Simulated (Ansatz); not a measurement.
Si₁₆H: several calculations on one system

### Relaxation

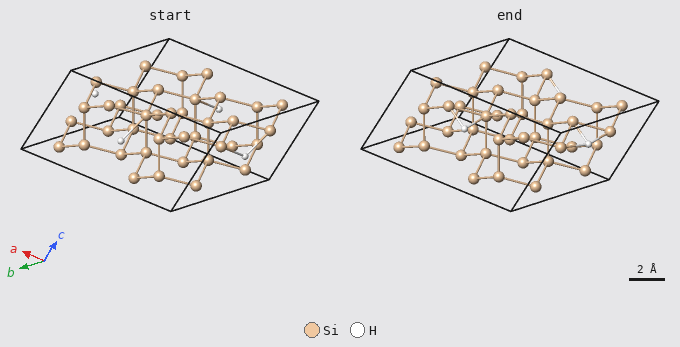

The structure of a defect cell of composition Si16H before (left) and after (right) a relaxation, at one scale.

Style: ball-and-stick. Shown: the conventional cell (2 times the calculation's cell) (origin shifted), from a free direction. Lengths and directions refer to the drawn axes.

It is an interstitial H in diamond Si. The run prepares the start of a later molecular dynamics calculation, from a guessed geometry.

Level of theory: DFT PBEsol, scalar-relativistic, plane waves, PAW (Ansatz). (plane-wave cutoff 420 eV; k-point mesh 2 × 2 × 2; occupations fermi dirac; smearing width 0.05 eV; collinear spin; atoms relaxed in a fixed cell; force threshold 0.08 eV/Å; at most 25 steps)

Summarise the run.

Answer. The H atom moves most: 0.91 Å roughly along +c. By element the largest moves are H 0.91 Å, Si 0.08 Å. The cell stays as it was. Some distances before and after: H–Si 2.184 → 1.725 Å, H–Si 2.233 → 1.960 Å, Si–Si 2.351 → 2.380 Å, Si–Si 2.351 → 2.341 Å. Over 7 accepted moves (9 points after the start) the energy falls by 0.211 eV per cell of the calculation. Largest force component: 0.16 eV/Å at the start, 0.052 eV/Å at the end. The line search rejected the trial step at point 8 of the run. 1 step only repeated the SCF at the same geometry. The forces were under the threshold at step 1, but the run went on from there. The program noted that the starting moments weren't kept. The run took 3.7 min on 1 thread of Arm Neoverse V1, with other jobs on the host, peak memory 0.69 GiB.

Limits of the set-up: the k-point mesh is coarse for a cell with partly filled bands; the periodic images lie only 7.7 Å apart, so the values are limited by the cell's size.

### Dynamics

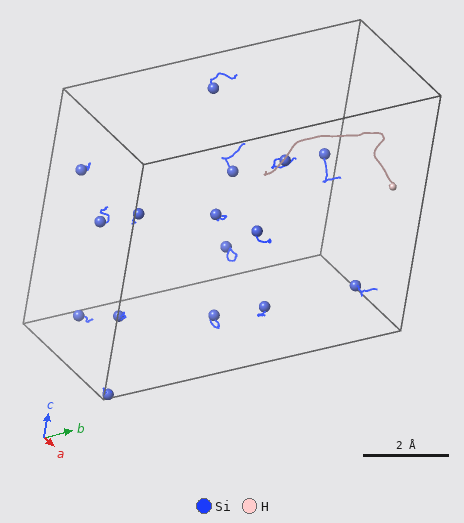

Molecular dynamics of Si with an interstitial H (17 atoms in the cell), 90 fs long. It starts from the last geometry of an earlier run, with fresh velocities. Lines trace each atom's path, in the colour of its element; spheres stand at the starting positions. Seen slightly off an axis in the reduced simulation cell.

Method: DFT PBEsol, scalar-relativistic, plane waves, PAW in Ansatz 0.2.0. Settings: plane-wave cutoff 420 eV; k-point mesh 2 × 2 × 2; Fermi-Dirac smearing 0.05 eV; spin collinear; Langevin thermostat (NVT); set temperature 2100 K; time step 0.75 fs; friction 0.05 per fs.

> What do the traces tell about the motion?

In the second half of the run the atoms are, in the root-mean-square, this far from where they began (common drift taken out): H 2.41 Å, Si 0.40 Å. The run lasts only 90 fs, too short to tell vibration from diffusion. Bond changes: 4 H–Si bonds form between 35 fs and 76 fs; 2 H–Si bonds break between 55 fs and 63 fs. Over the second half the temperature averages 1683 K (spread ±231 K). The potential energy is still drifting at the end, so the run hasn't reached equilibrium. The potential energy in the second half lies on average 76.0 meV per atom above the first frame.

Limits of the set-up: the k-point mesh is coarse for a cell with partly filled bands; the periodic images lie only 7.7 Å apart, so the values are limited by the cell's size.

### Energy conservation

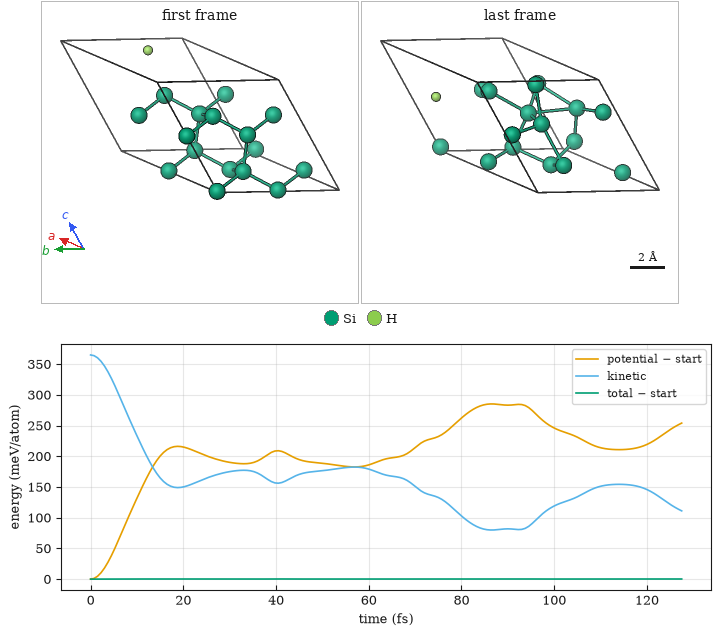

First-principles dynamics of Si with an interstitial H (17 atoms in the cell), 128 fs long. The picture is a ball-and-stick view of the reduced simulation cell, seen from a free direction. Bonds to atoms that aren't drawn are left out. Lengths and directions refer to the drawn axes.

All numbers below come from Ansatz 0.2.0, DFT PBEsol, scalar-relativistic, plane waves, PAW. Set-up: plane-wave cutoff 420 eV; k-point mesh 2 × 2 × 2; Fermi-Dirac smearing 0.05 eV; spin collinear; constant energy (NVE); velocities drawn for 3000 K; time step 0.75 fs.

Check the integration.

The total energy stays between −0.00018 and 0.25 meV per atom of its start. A straight-line fit has a slope that amounts to +0.021 meV per atom over 128 fs (under 0.1 % of the mean kinetic energy), and the ripple about it is under 0.1 % of the kinetic energy's fluctuation. With a drift under 2 % and a ripple under 7 %, the integration is accurate. The mean temperature in the second half is 1026 K (standard deviation 229 K). The first frame carries almost no forces, so kinetic energy first flows into potential energy: the temperature drops from 3000 to 1225 K within 18.8 fs, and without a thermostat its mean stays below the start. The potential energy in the second half lies on average 240 meV per atom above the first frame.

Limits of the set-up: the k-point mesh is coarse for a cell with partly filled bands; the periodic images lie only 7.7 Å apart, so the values are limited by the cell's size.

The run took 17 min on 1 thread of Arm Neoverse V1 (shared host), peak memory 0.64 GiB.
